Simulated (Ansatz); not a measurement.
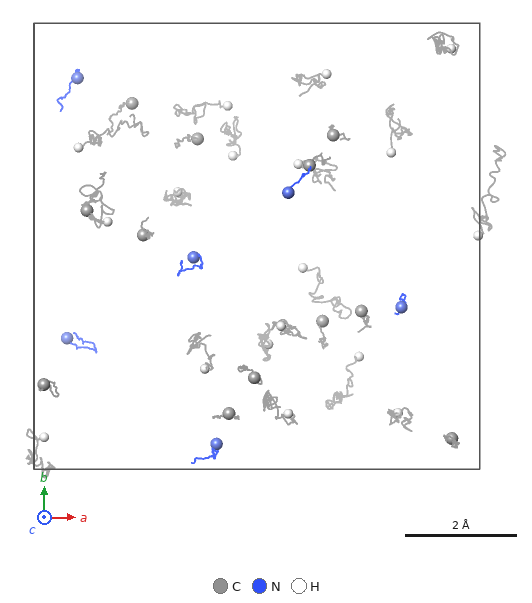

Molecular dynamics of a periodic cell with 6 CH3CN at 0.784 g/cm³, 200 fs long. It starts from the last geometry of an earlier run, with fresh velocities. Lines trace each atom's path, in the colour of its element; spheres stand at the starting positions. Seen along the c axis in the simulation cell.

Level of theory: DFT PBE-D3(BJ), scalar-relativistic, plane waves, PAW (Ansatz 0.2.0). Set-up: plane-wave cutoff 420 eV; k-point mesh 1 × 1 × 1; Fermi-Dirac smearing 0.05 eV; low-accuracy preset; Langevin thermostat (NVT); set temperature 350 K; time step 0.5 fs; friction 0.05 per fs.

Input
```yaml
accuracy: low
crystal:
  lattice:
    - [8.051748, 0.0, 0.0]
    - [0.0, 8.051748, 0.0]
    - [0.0, 0.0, 8.051748]
  atoms:
    - { symbol: C, position: [0.6473001, 0.33185986, 0.33934586] }
    - { symbol: C, position: [0.73446913, 0.35447263, 0.49748715] }
    - { symbol: "N", position: [0.82437834, 0.36317731, 0.60325511] }
    - { symbol: H, position: [0.60320077, 0.45118703, 0.28509443] }
    - { symbol: H, position: [0.72940246, 0.25230113, 0.2572884] }
    - { symbol: H, position: [0.52578042, 0.27993911, 0.38011081] }
    - { symbol: C, position: [-0.06257852, 0.06870614, 0.82864979] }
    - { symbol: C, position: [0.02215423, 0.1896584, 0.93827946] }
    - { symbol: "N", position: [0.07423534, 0.29358792, 1.01851816] }
    - { symbol: H, position: [0.02300995, 0.071422, 0.7199319] }
    - { symbol: H, position: [-0.06406663, -0.05700896, 0.90401615] }
    - { symbol: H, position: [-0.1833176, 0.1260245, 0.79583011] }
    - { symbol: C, position: [0.11891947, 0.58009635, 0.75801149] }
    - { symbol: C, position: [0.245244, 0.52509786, 0.64385854] }
    - { symbol: "N", position: [0.35811286, 0.47504222, 0.57525756] }
    - { symbol: H, position: [0.16533464, 0.55469593, 0.87899956] }
    - { symbol: H, position: [0.09996547, 0.72105059, 0.74308311] }
    - { symbol: H, position: [-0.00368178, 0.52364268, 0.73065647] }
    - { symbol: C, position: [0.36690756, 0.74059506, 0.2548322] }
    - { symbol: C, position: [0.22005114, 0.82032019, 0.19825039] }
    - { symbol: "N", position: [0.09792062, 0.87709759, 0.15694789] }
    - { symbol: H, position: [0.32250384, 0.62147937, 0.31261138] }
    - { symbol: H, position: [0.44633115, 0.70281263, 0.15222006] }
    - { symbol: H, position: [0.43468005, 0.81486644, 0.35549834] }
    - { symbol: C, position: [0.49431354, 0.20498304, 0.88949347] }
    - { symbol: C, position: [0.43742427, 0.12474143, 0.72961824] }
    - { symbol: "N", position: [0.40956585, 0.05642473, 0.60773795] }
    - { symbol: H, position: [0.55412117, 0.32084278, 0.87887132] }
    - { symbol: H, position: [0.38329542, 0.22476545, 0.96380998] }
    - { symbol: H, position: [0.57061438, 0.12421236, 0.96936138] }
    - { symbol: C, position: [0.67129037, 0.74899332, 0.62653677] }
    - { symbol: C, position: [0.61802742, 0.68129028, 0.79083099] }
    - { symbol: "N", position: [0.57063398, 0.61997131, 0.90728323] }
    - { symbol: H, position: [0.65648554, 0.88624168, 0.61572342] }
    - { symbol: H, position: [0.8015946, 0.70986435, 0.62915542] }
    - { symbol: H, position: [0.59307365, 0.68409273, 0.52924298] }
basis:
  ecutwfc: 420.0
kpoints:
  mp_grid: { grid: [1, 1, 1] }
hamiltonian:
  xc: pbe
  dispersion: d3bj
scf:
  occupations: { method: fermi_dirac, width: 0.05 }
  lower_state_search: "off"
md:
  timestep: 0.5
  n_steps: 400
  ensemble: nvt_langevin
  temperature: 350.0
  initial_velocities: maxwell_boltzmann
  seed: 568202
  friction: 0.05
```

Launched with:
```bash
ansatz run input.yaml --threads 1 --pin off --max-ram 3072MiB --backend cpu --events-out ev --progress --plain --runs-dir out
```

> Describe the motion.

In the second half of the run the atoms are, in the root-mean-square, this far from where they began (common drift taken out): H 0.73 Å, C 0.41 Å, N 0.40 Å. The heavy atoms stay within a fraction of a molecule's size of their starting places, while the hydrogen atoms travel further, as molecules turn; so short a run doesn't tell a liquid from a solid.

Limits of the set-up: the program's low-accuracy preset was used; the periodic images lie only 8.1 Å apart, so the values are limited by the cell's size.

The run took 20 min on 1 thread of Arm Neoverse V1, on a shared host, peak memory 0.47 GiB.
